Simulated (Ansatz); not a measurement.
Geometry relaxation of Sb

The run: geometry relaxation of Sb (R-3m, 2 atoms in the cell). Method and program: DFT PBE, scalar-relativistic, plane waves, PAW, no spin polarisation (Ansatz 0.2.0).

The structure was made by a generator, so it may or may not be a known phase. Figures and captions count atoms from 1; the log counts them from 0 in places.

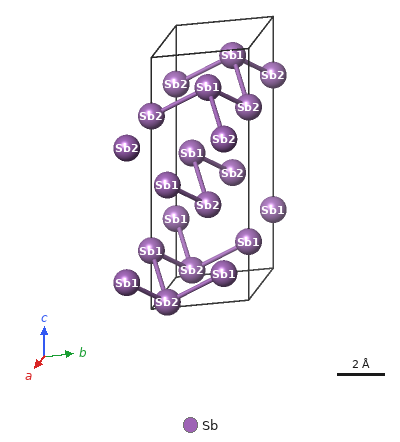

Figure 1. The starting structure (ball-and-stick view of the cell 3 times as large as that of the calculation, set on its symmetry axes, repeated 2 × 1 × 1, seen slightly off an axis; atoms are numbered from 1 in the order of the input).

### The input
```yaml
crystal:
  lattice:
    - [2.1871933552, 1.2627766724, 3.8466624061]
    - [-2.1871933552, 1.2627766724, 3.8466624061]
    - [0.0, -2.5255533448, 3.8466624061]
  atoms:
    - { symbol: Sb, position: [0.2327421822, 0.2327421822, 0.2327421822] }
    - { symbol: Sb, position: [0.7672578178, 0.7672578178, 0.7672578178] }
basis:
  ecutwfc: 420
kpoints:
  mp_grid: { grid: [18, 18, 18] }
hamiltonian:
  xc: pbe
scf:
  occupations: { method: fermi_dirac, width: 0.15 }
output:
  forces: true
  stress: true
  eigenvalues: true
relax:
  adjacent_minimum: "off"
  f_tol: 0.001
  max_steps: 60
  cell: { stress_tol: 0.01 }
```

Launch command:
```bash
ansatz run input.yaml --threads 1 --pin off --max-ram 2560MiB --backend cpu --events-out ev --progress --plain --runs-dir out
```

### The program's output
```
Engine: ansatz 0.2.0, aarch64-unknown-linux-gnu
Pseudopotentials: kind: paw
Pseudopotential: Sb, paw, valence charge 15, recommended cutoff 420 eV (normal), Sb.paw.azcp
Functional definition: PBE
  parameter kappa = 0.804
  parameter beta = 0.06672455060314922
  exchange = pbe_x(kappa = kappa, mu = beta*pi^2/3)
  correlation = pbe_c(beta = beta)
Crystal: 2 atoms, lattice volume = 63.745 Å³
Basis set: ecut = 420 eV, 1273 PW (Γ), exchange–correlation on 64×64×64 points (8 copies of the dense FFT grid, shifted against one another)
Bands: 19, of which v1, the nominal top of the filled ones, is band 15 counted from 1 (14 counted from 0)
Symmetry: 12 space group operations
Space group: R-3m (ITA 166), of the structure as read, at distance tolerance 4.0e-5 Å
k-points: 580 of 5832
Non-local potential: Sb, projectors of the file, l = 0: 2, l = 1: 2, l = 2: 2, l = 3: 2
PAW form: soft (Blöchl's): semilocal exchange-correlation on the pseudo side does not see the compensation charge
PAW one-centre angular grid: Sb, 590 points (default); XC on 64 Gauss nodes
Initial density: superposition of atomic densities (neutral atoms: chi_scale 0, normalization atom), corrected by the library's trained network
Initial wavefunctions: pseudopotential atomic-orbital guess
Functional: x = pbe(κ = 0.804, μ = 0.2195149727645171), c = pbe(β = 0.06672455060314922)
SCF iter   1: F=—  HF=-12968.988944 eV  |F-HF|=—  |Δ(HF+E_count)|=         —  Δρ=1.57e-3  dr2=1.71e-3  ethr=1.77e-3  ⟨swp⟩=5.9  Hψ=54667  notcnv=0
preconditioner: auto → Kerker (q_TF=auto, 2.406 Å⁻¹)  [metal: Δε(μ)=0.075 eV  Ē_g=8.419 eV  σ=0.150 eV  W_gap=0.12  n_scr=14 (ndim 8)  ℏωp=14.7 eV  f_vac=0.004  D(μ)=0.40/eV (n_scr^D=0)]
SCF iter   2: F=—  HF=-12968.987390 eV  |F-HF|=—  |Δ(HF+E_count)|=   1.55e-3  Δρ=8.60e-4  dr2=4.10e-4  ethr=5.71e-6  ⟨swp⟩=2.3  Hψ=24192  notcnv=0
SCF iter   3: F=—  HF=-12968.987499 eV  |F-HF|=—  |Δ(HF+E_count)|=   1.09e-4  Δρ=3.02e-4  dr2=5.18e-5  ethr=1.37e-6  ⟨swp⟩=3.0  Hψ=20397  notcnv=0
SCF iter   4: F=—  HF=-12968.987511 eV  |F-HF|=—  |Δ(HF+E_count)|=   1.19e-5  Δρ=1.08e-4  dr2=8.69e-6  ethr=1.73e-7  ⟨swp⟩=2.8  Hψ=18450  notcnv=0
SCF iter   5: F=—  HF=-12968.987514 eV  |F-HF|=—  |Δ(HF+E_count)|=   2.95e-6  Δρ=2.82e-5  dr2=1.07e-6  ethr=2.90e-8  ⟨swp⟩=2.8  Hψ=19968  notcnv=0
SCF iter   6: F=-12968.987514 eV  HF=-12968.987514 eV  |F-HF|=1.13e-8  |Δ(HF+E_count)|=   6.76e-7  Δρ=1.21e-5  dr2=9.77e-8  ethr=3.33e-10  ⟨swp⟩=4.2  Hψ=52162  notcnv=0
SCF 1 converged in 6 iterations: F = -12968.987514 eV  dr2 = 9.77e-8
  greatest PAW one-centre occupation: 0.996 electrons in one spin orbital (limit 2), on the Sb atom at site 1 (counted from 0), in its partial waves of l = 2
relax step   1: F+E_penalty+E_count = -12968.98751443 eV  Δ(F+E_penalty+E_count) = +0.000e0 eV  max|allowed force component| = 1.958e-2 eV/Å  Δτ_max = 0.0000 Å  P = +0.002 GPa  Ω = 63.745 Å³  (6 SCF iters, dr2 threshold 1.00e-7 eV, accepted)
Crystal: 2 atoms, lattice volume = 63.699 Å³
Initial density: handed on by an earlier stage of this run
Initial wavefunctions: those handed on with the density
iter 1 solved again at ethr=4.54e-8 eV; its pass at ethr=3.10e-3 eV (dr2=1.36e-5 eV) is discarded
SCF iter   1: F=—  HF=-12968.987569 eV  |F-HF|=—  |Δ(HF+E_count)|=         —  Δρ=1.64e-4  dr2=1.67e-5  ethr=4.54e-8  ⟨swp⟩=3.0  Hψ=65914  notcnv=0
preconditioner: auto → Kerker (q_TF=auto, 2.407 Å⁻¹)  [metal: Δε(μ)=0.078 eV  Ē_g=8.417 eV  σ=0.150 eV  W_gap=0.13  n_scr=14 (ndim 8)  ℏωp=14.7 eV  f_vac=0.005  D(μ)=0.41/eV (n_scr^D=0)]
SCF iter   2: F=—  HF=-12968.987567 eV  |F-HF|=—  |Δ(HF+E_count)|=   1.94e-6  Δρ=1.03e-4  dr2=7.18e-6  ethr=4.54e-8  ⟨swp⟩=1.0  Hψ=11020  notcnv=0
SCF iter   3: F=—  HF=-12968.987566 eV  |F-HF|=—  |Δ(HF+E_count)|=   1.47e-6  Δρ=1.44e-5  dr2=1.92e-7  ethr=2.39e-8  ⟨swp⟩=2.0  Hψ=13115  notcnv=0
SCF iter   4: F=—  HF=-12968.987566 eV  |F-HF|=—  |Δ(HF+E_count)|=   1.43e-8  Δρ=5.81e-6  dr2=3.41e-8  ethr=7.98e-11  ⟨swp⟩=6.0  Hψ=51655  notcnv=0
SCF iter   5: F=-12968.987566 eV  HF=-12968.987566 eV  |F-HF|=1.99e-9  |Δ(HF+E_count)|=   1.08e-8  Δρ=1.72e-6  dr2=3.52e-9  ethr=7.98e-11  ⟨swp⟩=4.1  Hψ=34052  notcnv=0
SCF 2 converged in 5 iterations: F = -12968.987566 eV  dr2 = 3.52e-9
relax step   2: F+E_penalty+E_count = -12968.98756583 eV  Δ(F+E_penalty+E_count) = -5.140e-5 eV  max|allowed force component| = 1.293e-2 eV/Å  Δτ_max = 0.0038 Å  P = -0.046 GPa  Ω = 63.699 Å³  energy of the carried Pulay correction = +8.913e-6 eV  (5 SCF iters, dr2 threshold 2.40e-8 eV, accepted)
Crystal: 2 atoms, lattice volume = 63.677 Å³
iter 1 solved again at ethr=8.87e-9 eV; its pass at ethr=3.10e-3 eV (dr2=2.66e-6 eV) is discarded
SCF iter   1: F=—  HF=-12968.987592 eV  |F-HF|=—  |Δ(HF+E_count)|=         —  Δρ=5.80e-5  dr2=2.14e-6  ethr=8.87e-9  ⟨swp⟩=3.0  Hψ=65333  notcnv=0
preconditioner: auto → Kerker (q_TF=auto, 2.407 Å⁻¹)  [metal: Δε(μ)=0.077 eV  Ē_g=8.421 eV  σ=0.150 eV  W_gap=0.13  n_scr=14 (ndim 8)  ℏωp=14.7 eV  f_vac=0.005  D(μ)=0.40/eV (n_scr^D=0)]
SCF iter   2: F=—  HF=-12968.987592 eV  |F-HF|=—  |Δ(HF+E_count)|=   1.64e-7  Δρ=3.69e-5  dr2=9.62e-7  ethr=7.15e-9  ⟨swp⟩=1.0  Hψ=11020  notcnv=0
SCF iter   3: F=—  HF=-12968.987592 eV  |F-HF|=—  |Δ(HF+E_count)|=   2.12e-7  Δρ=5.50e-6  dr2=2.40e-8  ethr=3.21e-9  ⟨swp⟩=2.0  Hψ=13078  notcnv=0
SCF iter   4: F=-12968.987592 eV  HF=-12968.987592 eV  |F-HF|=1.62e-9  |Δ(HF+E_count)|=   5.78e-9  Δρ=1.86e-6  dr2=2.58e-9  ethr=3.84e-11  ⟨swp⟩=5.9  Hψ=46071  notcnv=0
SCF 3 converged in 4 iterations: F = -12968.987592 eV  dr2 = 2.58e-9
relax step   3: F+E_penalty+E_count = -12968.98759200 eV  Δ(F+E_penalty+E_count) = -2.616e-5 eV  max|allowed force component| = 3.039e-4 eV/Å  Δτ_max = 0.0012 Å  P = -0.001 GPa  Ω = 63.677 Å³  energy of the carried Pulay correction = +1.316e-5 eV  (4 SCF iters, dr2 threshold 1.15e-8 eV, accepted)
Initial wavefunctions: pseudopotential atomic-orbital guess (no wavefunctions were taken with the density)
iter 1 solved again at ethr=1.91e-7 eV; its pass at ethr=3.10e-3 eV (dr2=5.72e-5 eV) is discarded
SCF iter   1: F=—  HF=-12968.987578 eV  |F-HF|=—  |Δ(HF+E_count)|=         —  Δρ=2.36e-6  dr2=2.99e-9  ethr=1.91e-7  ⟨swp⟩=2.9  Hψ=82692  notcnv=0
eigensolver tolerance schedule: the retry pair's looser diagonalisation over-reported the residual by 19119.14 of it (diagonalisation noise at an unbounded share of the residual, at the tolerance the schedule requests for it); recorded, not acted on — ethr = c·dr2/N_el stays at c = 1.0e-1
SCF iter   2: F=—  HF=-12968.987579 eV  |F-HF|=—  |Δ(HF+E_count)|=   1.48e-7  Δρ=1.48e-6  dr2=1.49e-9  ethr=9.97e-12  ⟨swp⟩=3.7  Hψ=27183  notcnv=0
SCF iter   3: F=—  HF=-12968.987579 eV  |F-HF|=—  |Δ(HF+E_count)|=   1.01e-9  Δρ=7.49e-7  dr2=5.59e-10  ethr=4.96e-12  ⟨swp⟩=2.4  Hψ=13580  notcnv=0
SCF iter   4: F=—  HF=-12968.987579 eV  |F-HF|=—  |Δ(HF+E_count)|=  5.06e-10  Δρ=3.10e-7  dr2=4.99e-11  ethr=1.86e-12  ⟨swp⟩=2.0  Hψ=13984  notcnv=0
SCF iter   5: F=—  HF=-12968.987579 eV  |F-HF|=—  |Δ(HF+E_count)|=  2.55e-11  Δρ=1.12e-7  dr2=6.44e-12  ethr=1.66e-13 (applied; sched 1.00e-12)  ⟨swp⟩=3.0  Hψ=20177  notcnv=0
SCF iter   6: F=-12968.987579 eV  HF=-12968.987579 eV  |F-HF|=7.28e-12  |Δ(HF+E_count)|=  7.28e-12  Δρ=2.24e-8  dr2=3.56e-13  ethr=1.00e-12  ⟨swp⟩=4.2  Hψ=49079  notcnv=0
SCF 4 converged in 6 iterations: F = -12968.987579 eV  dr2 = 3.56e-13
relax step   4: F+E_penalty+E_count = -12968.98757855 eV  Δ(F+E_penalty+E_count) = +1.345e-5 eV  max|allowed force component| = 3.110e-4 eV/Å  Δτ_max = 0.0000 Å  P = -0.001 GPa  Ω = 63.677 Å³  stress off target by 5.19e-3 GPa  SCF on the basis re-selected at this cell (its energy is not comparable with the rows above)  (6 SCF iters)
```

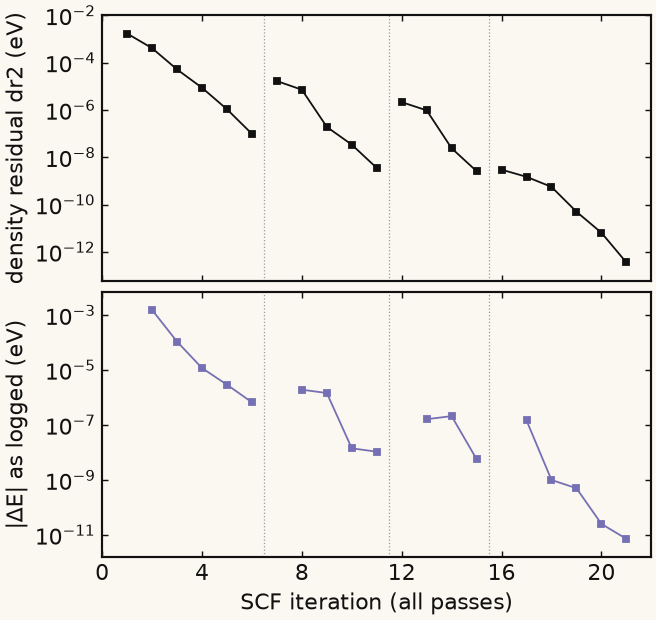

Figure 2. Convergence of the self-consistent field: density residual dr2 and size of the energy change against the SCF iteration. The dotted lines part the SCF passes of the relaxation: geometry steps, rejected trials and re-solves on a re-selected basis. The passes take 6, 5, 4 and 6 iterations.

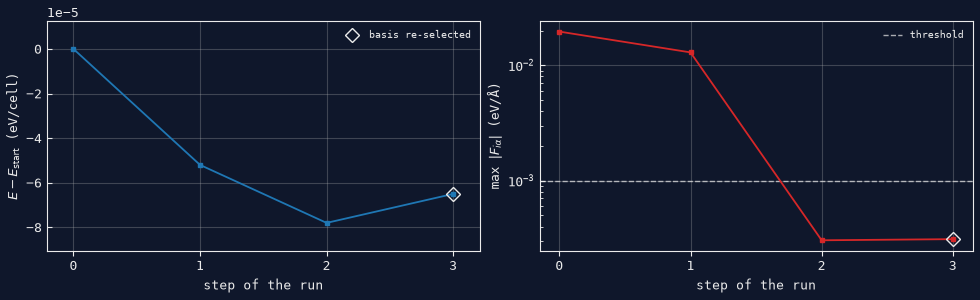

Figure 3. Progress of the relaxation, step by step (the first geometry is step 0 here and step 1 in the log). The energy falls by 0.1 meV per cell of the calculation in 2 geometry steps. Largest force component: 0.02 eV/Å at the start, 0.00031 eV/Å at the end. The pressure goes from 0.00 to 0.00 GPa. No atom moves by more than 0.005 Å relative to the cell. A last SCF at the same geometry on a re-selected plane-wave basis shifts the energy by +0.0 meV per cell of the calculation.

```
basis re-selected at this cell: Δ(F+E_penalty+E_count) = +1.345e-5 eV, ΔP = +0.000 GPa vs the last step (what re-selecting the basis moved, of the pressure what is left beyond the Pulay correction that the steps carried, after the strain that the cell walked since its last selection, with what the two solves' SCF thresholds leave and, on support functions, any second-order correction that the steps lacked; it is no measure of the basis error at this ecutwfc). This SCF's stress stands 5.19e-3 GPa from its target on what of the cell is left free (relax.cell.stress_tol is 1.00e-2 GPa) and its largest allowed force component is 3.11e-4 eV/Å (relax.f_tol is 1.00e-3 eV/Å): within both
SCF converged after 6 iterations
Free energy (F): -12968.987579 eV
Harris-Foulkes:  -12968.987579 eV  (|F-HF|=7.28e-12)
Internal energy: -12968.952783 eV  (E = F + TS)
E sigma→0 (E₀):  -12968.970181 eV
Entropy (-TS):   -0.034796 eV (-17.398 meV/atom)
Fermi energy:    9.254282 eV
--- Per-component energies (eV) ---
  E_band       = -359.106749
  E_kinetic    = 412.725224
  E_local      = -3277.457575  (includes V_loc(G=0)·N_el)
  E_nonlocal   = 724.001413
  E_hartree    = 1480.755562
  E_xc         = -276.350431
  E_vxc        = -191.745786  (∫ρ·V_xc dr)
  E_paw        = -9150.279228  (= ΣΔE_a)
  E_vpaw       = -988.141124  (= ΣTr[D̂ρ^β])
  E_aug_tail   = -0.000003  (compensation charges beyond the density's cutoff)
  E_ewald      = -2882.347745
  E_smearing   = -0.034796  (= −TS)
  E_closure    = 0.000000  (closes the sum)
  Σ components = -12968.987579   (vs F -12968.987579, Δ=0.00e0)
--- Forces (eV/Å), atoms counted from 1 ---
  atom   1  Sb     0.00000000    -0.00000000     0.00031102
  atom   2  Sb    -0.00000000     0.00000000    -0.00031102
  max |Σ_I F_I| component: 1.62e-17 eV/Å
--- Stress (GPa, compression-positive) ---
        0.001453      -0.000000      -0.000000
       -0.000000       0.001453      -0.000000
       -0.000000      -0.000000      -0.005193
  P = ⅓ Tr σ = -0.0008 GPa (-0.008 kbar)
--- Band table (eV; the first three rows and the last of 580) ---
  k-point 0: bands = ["-20.0671", "-20.0671", "-19.9929", "-19.9929", "-19.9706", "-19.8972", "-19.8972", "-19.8912", "-19.8257", "-19.8257", "-3.0329", "4.2179", "7.3225", "7.6255", "7.6255", "11.3060", "11.8955", "11.8955", "14.5397"]
  k-point 1: bands = ["-20.0660", "-20.0655", "-19.9924", "-19.9920", "-19.9700", "-19.8978", "-19.8976", "-19.8918", "-19.8273", "-19.8268", "-3.0005", "4.0876", "7.3432", "7.6161", "7.6550", "11.3033", "11.7971", "11.8208", "14.3391"]
  k-point 2: bands = ["-20.0631", "-20.0610", "-19.9909", "-19.9894", "-19.9682", "-19.8999", "-19.8989", "-19.8937", "-19.8318", "-19.8299", "-2.9034", "3.7335", "7.3671", "7.5906", "7.7575", "11.2450", "11.5456", "11.6084", "14.0407"]
  k-point 579: bands = ["-20.0285", "-20.0285", "-19.9790", "-19.9790", "-19.9553", "-19.9072", "-19.9072", "-19.9049", "-19.8676", "-19.8676", "-1.6481", "0.5584", "8.0769", "8.0769", "8.8008", "9.5505", "9.5505", "10.3671", "16.1630"]
--- Relaxed structure (3 steps of the walk, 3 accepted, 1 SCFs on fresh bases) ---
  F+E_penalty+E_count = -12968.98757855 eV   max|allowed force component| = 3.110e-4 eV/Å   (the final SCF, on the basis selected at the relaxed cell)
  cell:  # Å, volume = 63.6771 Å³
    - [2.1853677296656406, 1.2617226470007787, 3.8489645862430417]
    - [-2.1853677296656406, 1.2617226470007787, 3.8489645862430417]
    - [-6.476396852374953e-35, -2.523445294001557, 3.8489645862430417]
  atoms:
    - { symbol: Sb, position: [0.23296732283065755, 0.23296732283065755, 0.23296732283065752] }
    - { symbol: Sb, position: [0.7670326771693424, 0.7670326771693424, 0.7670326771693423] }
```

### Trajectory as extended XYZ (Å, eV, eV/Å), 4 frames, from step=1 to step=4
```
2
Lattice="2.1872 1.2628 3.8467 -2.1872 1.2628 3.8467 0.0000 -2.5256 3.8467" Properties=species:S:1:pos:R:3:forces:R:3 step=1 energy=-12968.98751 pressure_GPa=0.00
Sb    0.0000    0.0000    2.6858    0.0000   0.0000   0.0196
Sb    0.0000    0.0000    8.8541    0.0000   0.0000  -0.0196
2
Lattice="2.1852 1.2616 3.8509 -2.1852 1.2616 3.8509 0.0000 -2.5233 3.8509" Properties=species:S:1:pos:R:3:forces:R:3 step=2 energy=-12968.98757 pressure_GPa=-0.05
Sb    0.0000    0.0000    2.6926    0.0000   0.0000  -0.0129
Sb    0.0000    0.0000    8.8600    0.0000   0.0000   0.0129
2
Lattice="2.1854 1.2617 3.8490 -2.1854 1.2617 3.8490 0.0000 -2.5234 3.8490" Properties=species:S:1:pos:R:3:forces:R:3 step=3 energy=-12968.98759 pressure_GPa=-0.00
Sb    0.0000    0.0000    2.6900    0.0000   0.0000   0.0003
Sb    0.0000    0.0000    8.8568    0.0000   0.0000  -0.0003
2
Lattice="2.1854 1.2617 3.8490 -2.1854 1.2617 3.8490 0.0000 -2.5234 3.8490" Properties=species:S:1:pos:R:3:forces:R:3 step=4 energy=-12968.98758 pressure_GPa=-0.00
Sb    0.0000    0.0000    2.6900    0.0000   0.0000   0.0003
Sb    0.0000    0.0000    8.8568    0.0000   0.0000  -0.0003
```

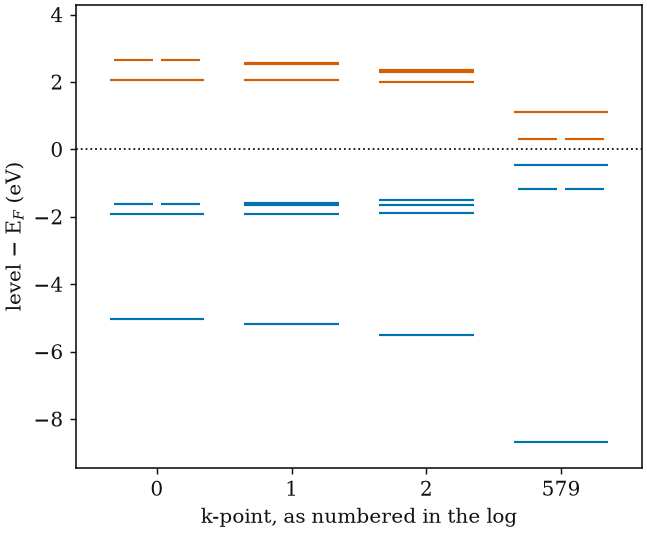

Figure 4. Kohn–Sham levels near the Fermi level (dotted) at the few k-points that the log prints; levels within 0.02 eV of each other stand side by side. The system is metallic on the full mesh.

### Results in brief

```json
{"quantity": "outcome", "value": "converged"}
{"quantity": "space group (tolerance 0.01 Å)", "value": "R-3m (166)"}
{"quantity": "electrons treated", "value": "30"}
{"quantity": "free energy", "value": "−12968.9876 eV"}
{"quantity": "Fermi energy", "value": "9.254 eV"}
{"quantity": "gap on the k-point mesh", "value": "none (metallic)"}
{"quantity": "pressure", "value": "0.00 GPa"}
{"quantity": "final volume", "value": "63.68 Å³"}
{"quantity": "largest force (length of the vector) at the end", "value": "under 0.001 eV/Å"}
{"quantity": "final cell", "value": "a = 4.602 Å, b = 4.602 Å, c = 4.602 Å, α = 56.70°, β = 56.70°, γ = 56.70°"}
{"quantity": "hardware", "value": "1 thread of Arm Neoverse V1, 24 GiB of memory available, shared host"}
{"quantity": "wall time", "value": "3.1 min"}
{"quantity": "peak memory", "value": "0.81 GiB"}
```
